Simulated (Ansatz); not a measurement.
## Energy of Mg$_{2}$Si along an even scaling of the cell

System: Mg$_{2}$Si (3 atoms in the cell).
Method: DFT, PBE, all-electron PAW with datasets made for the crystal, scalar-relativistic, no spin polarisation (Ansatz 0.2.0).

The 8 runs differ only in the geometry, by an even scaling of the cell at fixed fractional positions. The structure derives from an entry of the Crystallography Open Database.

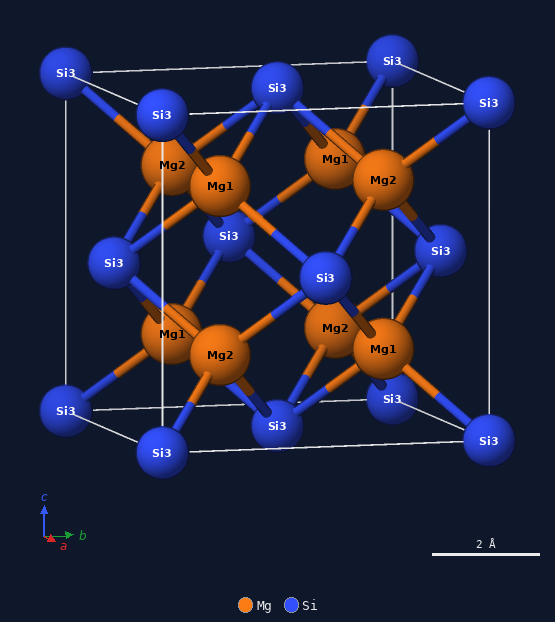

Figure 1. The structure of run 5 (ball-and-stick view of the cell 4 times as large as that of the calculation, set on its symmetry axes, seen slightly off an axis; atoms are numbered from 1 in the order of the input).

### Input of run 5
```yaml
crystal:
  lattice:
    - [0.0, 3.2056146959, 3.2056146959]
    - [3.2056146959, 0.0, 3.2056146959]
    - [3.2056146959, 3.2056146959, 0.0]
  atoms:
    - { symbol: Mg, position: [0.25, 0.25, 0.25] }
    - { symbol: Mg, position: [0.75, 0.75, 0.75] }
    - { symbol: Si, position: [0.0, 0.0, 0.0] }
kpoints:
  mp_grid: { grid: [9, 9, 9] }
scf:
  occupations: { method: fermi_dirac, width: 0.05 }
hamiltonian:
  xc: pbe
  pseudopotentials: { kind: all_electron, datasets: crystal }
output:
  forces: true
  stress: true
  eigenvalues: true
  efg: { contact_densities: true }
```

Command:
```bash
ansatz run input.yaml --threads 1 --pin off --max-ram 4096MiB --backend cpu --events-out ev --progress --plain --runs-dir out
```

Lattice vectors (Å) and fractional positions of run 5:
```
   0.000000    3.205615    3.205615
   3.205615    0.000000    3.205615
   3.205615    3.205615    0.000000
Mg  0.250000  0.250000  0.250000
Mg  0.750000  0.750000  0.750000
Si  0.000000  0.000000  0.000000
```

Run 3 differs from it as follows:
```diff
-    - [0.0, 3.2056146959, 3.2056146959]
-    - [3.2056146959, 0.0, 3.2056146959]
-    - [3.2056146959, 3.2056146959, 0.0]
+    - [0.0, 3.1735564009, 3.1735564009]
+    - [3.1735564009, 0.0, 3.1735564009]
+    - [3.1735564009, 3.1735564009, 0.0]
```

### Results, with one run withheld

| run | volume per atom (Å³) | free energy per atom, from the lowest run given (meV) | pressure (GPa) |
| --- | --- | --- | --- |
| 1 | 20.439 | 9.06 | 2.95 |
| 2 | 20.873 | 2.96 | 1.62 |
| 3 | 21.308 | ? | ? |
| 4 | 21.526 | 0.00 | −0.13 |
| 5 | 21.961 | 1.73 | −1.16 |
| 6 | 22.178 | 3.63 | −1.63 |
| 7 | 22.613 | 9.28 | −2.51 |
| 8 | 23.048 | 17.21 | −3.31 |

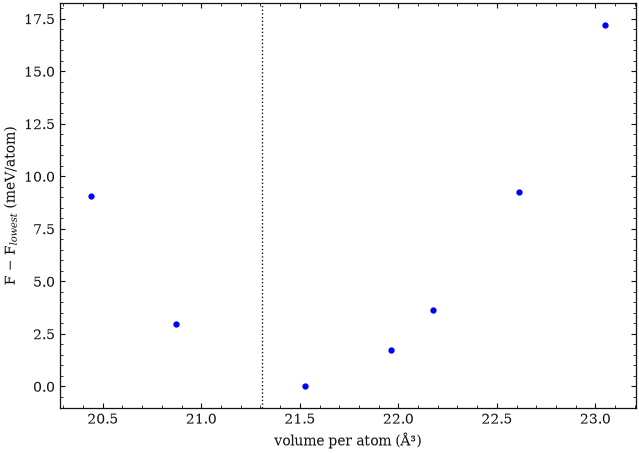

Figure 2. Free energy per atom of the runs given; the dotted line marks run 3.

What should run 3 give?

A cubic polynomial in V^(−2/3) (the Birch–Murnaghan form), fitted to the 7 runs given, misses them by at most 0.02 meV per atom. With x = V^(−2/3) − 0.12823 Å⁻², it reads F = 0.67092 − 1158.4 x + 4.8545e+05 x² − 5.4126e+05 x³ (meV per atom). At run 3 it gives 0.20 meV per atom, and the run itself gives 0.20. The slope of the fit gives a pressure −dF/dV of 0.43 GPa there, and the run prints 0.42 GPa. The fit has its minimum at 21.477 Å³ per atom, where V d²F/dV² gives 53.7 GPa: the bulk modulus at this level, since symmetry fixes the shape and the positions.

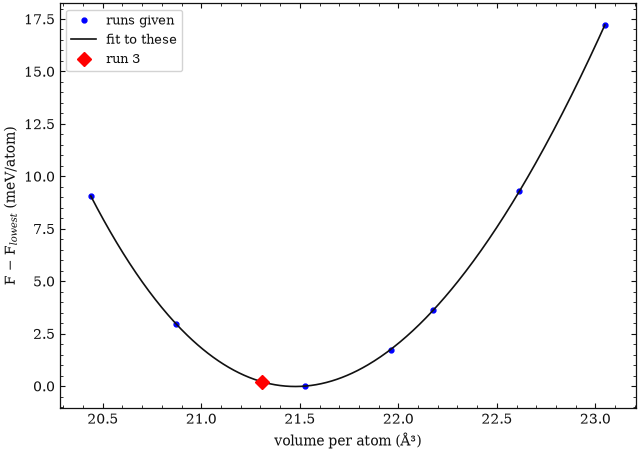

Figure 3. The fit and the withheld run.

### Output, shortened to warnings, some set-up lines, iterations and results (run 3)
```
Basis set: ecut = 140 eV, 259 PW (Γ), exchange–correlation on 36×36×36 points (8 copies of the dense FFT grid, shifted against one another)
Symmetry: 48 space group operations
k-points: 35 of 729
Initial density: superposition of atomic densities (neutral atoms: chi_scale 0, normalization atom)
[...]
SCF iter   1: F=—  HF=-18795.932425 eV  |F-HF|=—  |Δ(HF+E_count)|=         —  Δρ=3.40e-2  dr2=1.77e0  ethr=2.24e-2  ⟨swp⟩=2.2  Hψ=2033  notcnv=0
SCF iter   2: F=—  HF=-18795.488272 eV  |F-HF|=—  |Δ(HF+E_count)|=   4.44e-1  Δρ=1.10e-2  dr2=6.88e-2  ethr=8.40e-4  ⟨swp⟩=2.8  Hψ=1644  notcnv=0  defer=5
SCF iter   3: F=—  HF=-18795.509438 eV  |F-HF|=—  |Δ(HF+E_count)|=   2.12e-2  Δρ=4.92e-3  dr2=1.45e-2  ethr=8.40e-4  ⟨swp⟩=2.1  Hψ=576  notcnv=0  defer=1
SCF iter   4: F=—  HF=-18795.518562 eV  |F-HF|=—  |Δ(HF+E_count)|=   9.12e-3  Δρ=3.72e-4  dr2=1.39e-4  ethr=1.81e-4  ⟨swp⟩=2.0  Hψ=524  notcnv=0  defer=1
SCF iter   5: F=—  HF=-18795.519587 eV  |F-HF|=—  |Δ(HF+E_count)|=   1.03e-3  Δρ=1.82e-4  dr2=2.24e-5  ethr=1.74e-6  ⟨swp⟩=3.0  Hψ=866  notcnv=0  defer=1
SCF iter   6: F=—  HF=-18795.519598 eV  |F-HF|=—  |Δ(HF+E_count)|=   1.06e-5  Δρ=3.00e-5  dr2=3.60e-7  ethr=2.80e-7  ⟨swp⟩=2.1  Hψ=465  notcnv=0
SCF iter   7: F=-18795.519599 eV  HF=-18795.519599 eV  |F-HF|=4.83e-8  |Δ(HF+E_count)|=   5.74e-7  Δρ=3.72e-6  dr2=2.06e-8  ethr=4.50e-9  ⟨swp⟩=3.1  Hψ=571  notcnv=0
SCF 1 converged in 7 iterations: F = -18795.519592 eV  dr2 = 2.06e-8
  Residual-converged pass: ⟨swp⟩=3.4  Hψ=600  notcnv=0  max |occ|·‖R‖ = 6.4e-6 eV (tolerance 6.5e-6 eV)  dr2=2.24e-8  dr2_onsite=5.58e-8  max |Δocc| = 4.4e-10
SCF converged after 7 iterations
Free energy (F): -18795.519592 eV
Harris-Foulkes:  -18795.519592 eV  (|F-HF|=4.83e-8)
Internal energy: -18795.519064 eV  (E = F + TS)
E sigma→0 (E₀):  -18795.519328 eV
Entropy (-TS):   -0.000528 eV (-0.176 meV/atom)
Past the cutoff: the bands carry plane waves up to 1.75 times it, of which those up to 1.5 times it add -0.000220 eV an atom, each by itself; the spheres take 0.000064 eV an atom off the energy for waves past 1.75 times it
By the cutoff:   a pressure is off by up to 0.005 GPa (1.2 times the spheres' own share and the shells' term, over an atom's volume, and 0.004 GPa: a bound that held against runs at twice the plane waves)
Past the cutoffs: a stress includes 0.0042 GPa for waves and charges beyond them, in addition to the slope of what the spheres take
In the spheres:  the bands' charges fall short by 6.5e-7 e at most (sound up to 1e-3), those of shells solved beside the bands by 9.2e-8 e (sound up to 5e-4)
Fermi energy:    6.234530 eV
--- Per-component energies (eV) ---
  E_band       = 19.111585
  E_kinetic    = 60.769110
  E_local      = -1357.256700  (includes V_loc(G=0)·N_el)
  E_nonlocal   = 12.208524
  E_hartree    = 688.038838
  E_xc         = -66.679879
  E_vxc        = -84.392759  (∫ρ·V_xc dr)
  E_paw        = -20980.265735  (= ΣΔE_a)
  E_vpaw       = -4352.116318  (= ΣTr[D̂ρ^β])
  E_ewald      = -1516.151747
  E_smearing   = -0.000528  (= −TS)
  E_closure    = 4363.818524  (closes the sum)
  Σ components = -18795.519592   (vs F -18795.519592, Δ=0.00e0)
  The terms above E_closure are by the made datasets' own strengths, without shells solved beside the bands.
--- Forces (eV/Å), atoms counted from 1 ---
  atom   1  Mg    -0.00000000     0.00000000     0.00000000
  atom   2  Mg    -0.00000000    -0.00000000    -0.00000000
  atom   3  Si    -0.00000000     0.00000000    -0.00000000
  max |Σ_I F_I| component: 4.16e-17 eV/Å
--- Stress (GPa, compression-positive) ---
        0.423806       0.000000       0.000000
        0.000000       0.423806      -0.000000
        0.000000      -0.000000       0.423806
  P = ⅓ Tr σ = 0.4238 GPa (4.238 kbar)
  It holds what live shells' own plane waves past their cutoff add
--- PAW observables at the nuclei: V_zz in 10²¹ V/m², potentials from the cell's mean, atoms counted from 1 ---
  atom   1  Mg V_zz =    +0.000000   η = 0.0000   by run symmetry: forbidden
            electrostatic potential = -1099.354848 V   contact ρ = 7803.417111 e/Å³
  atom   2  Mg V_zz =    +0.000000   η = 0.0000   by run symmetry: forbidden
[...]
```
